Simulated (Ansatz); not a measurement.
Input file:

```
crystal:
  lattice:
    - [0.0, 3.8946186242, 3.8946186242]
    - [3.8946186242, 0.0, 3.8946186242]
    - [3.8946186242, 3.8946186242, 0.0]
  atoms:
    - { symbol: Si, position: [0.125, 0.125, 0.625] }
    - { symbol: Si, position: [0.125, 0.625, 0.125] }
    - { symbol: Si, position: [0.625, 0.125, 0.125] }
    - { symbol: Si, position: [0.125, 0.125, 0.125] }
    - { symbol: Si, position: [0.75, 0.75, 0.75] }
    - { symbol: Si, position: [0.5, 0.5, 0.5] }
    - { symbol: "N", position: [0.3675422895, 0.3675422895, 0.3675422895] }
    - { symbol: "N", position: [0.3526268684, 0.8824577105, 0.8824577105] }
    - { symbol: "N", position: [0.8824577105, 0.8824577105, 0.3526268684] }
    - { symbol: "N", position: [0.8824577105, 0.3526268684, 0.8824577105] }
    - { symbol: "N", position: [0.3675422895, 0.3675422895, 0.8973731316] }
    - { symbol: "N", position: [0.3675422895, 0.8973731316, 0.3675422895] }
    - { symbol: "N", position: [0.8824577105, 0.8824577105, 0.8824577105] }
    - { symbol: "N", position: [0.8973731316, 0.3675422895, 0.3675422895] }
basis:
  ecutwfc: 420
kpoints:
  mp_grid: { grid: [6, 6, 6] }
  band_path:
    path:
      - [[0.0, 0.0, 0.0], [0.5, 0.0, 0.5], [0.625, 0.25, 0.625]]
      - [[0.375, 0.375, 0.75], [0.0, 0.0, 0.0], [0.5, 0.5, 0.5], [0.5, 0.25, 0.75], [0.5, 0.0, 0.5]]
    npoints: 10
hamiltonian:
  xc: pbesol
scf:
  occupations: { method: gaussian, width: 0.02 }
  n_extra_bands: 35
output:
  forces: true
  stress: true
  eigenvalues: true
  populations: true
  dos: { projected: true, de: 0.02, nscf_kmesh: { grid: [9, 9, 9] } }
  bader: false
  write_density: true
  write_potential: true
  elf: true
  volumetric_format: npy
```

Run with:

```sh
ansatz run input.yaml --threads 4 --pin off --max-ram 10240MiB --backend cpu --events-out ev --progress --plain --runs-dir out
```

Below, planes, directions and counts refer to the conventional cell (a = 7.79 Å, b = 7.79 Å, c = 7.79 Å, α = 90.00°, β = 90.00°, γ = 90.00°).

Space group Fd-3m; a structure from a database of computed crystals, not necessarily the ambient phase; computed pressure about −5 GPa in this cell.

Theory: Ansatz 0.2.0, DFT PBEsol, scalar-relativistic, plane waves, PAW.

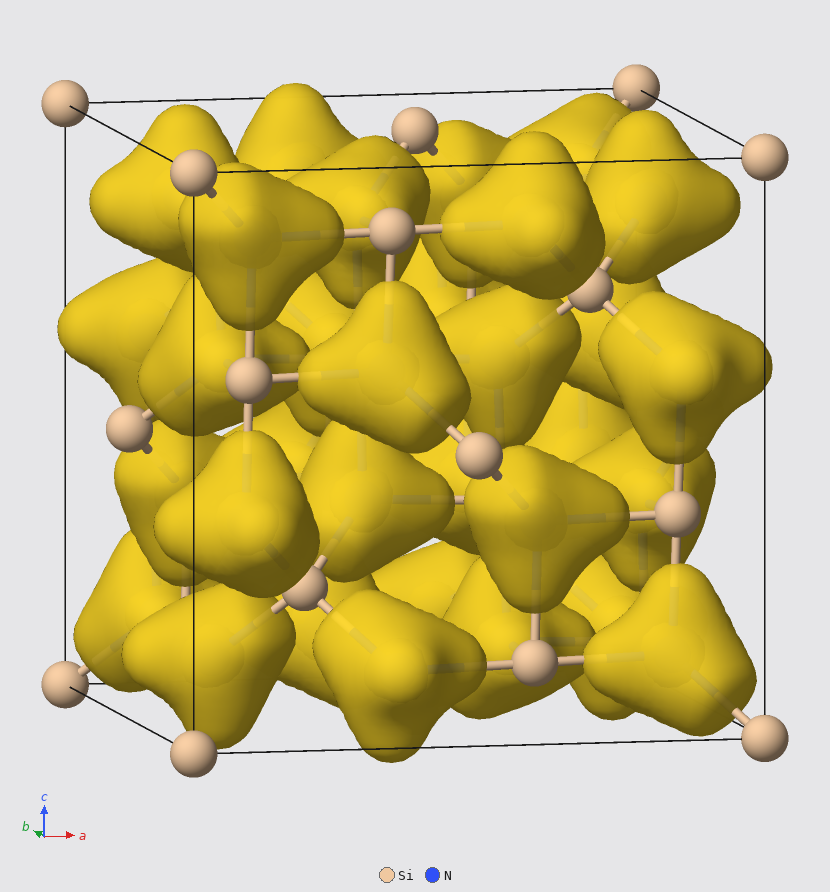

Si₃N₄. Isosurface of the ELF at 0.65 (yellow), seen slightly off an axis. Only the valence region is drawn (cores and ρ < 0.01 e/Å³ removed). Sticks mark near contacts.

Core electrons are frozen (PAW), and the valence fields are smoothed inside the atomic spheres.

### Where are the electrons localised?

At this value the surface marks out 32 regions on N in which the atom's valence shell and bonds are merged, counted in one cell of 56 atoms. Regions shared between cells count once. Along the contacts the grid gives the following. Si–N (1.79 Å): the ELF peaks at about 0.90 between the atoms; a shared but strongly polarised pair. Si–N (1.89 Å): the ELF peaks at about 0.90 between the atoms.

### Metal or insulator at this level of theory?

It is gapped, with a Kohn–Sham gap of 3.2 eV on the k-point mesh (the band edges may lie off the mesh, which would make the gap smaller).
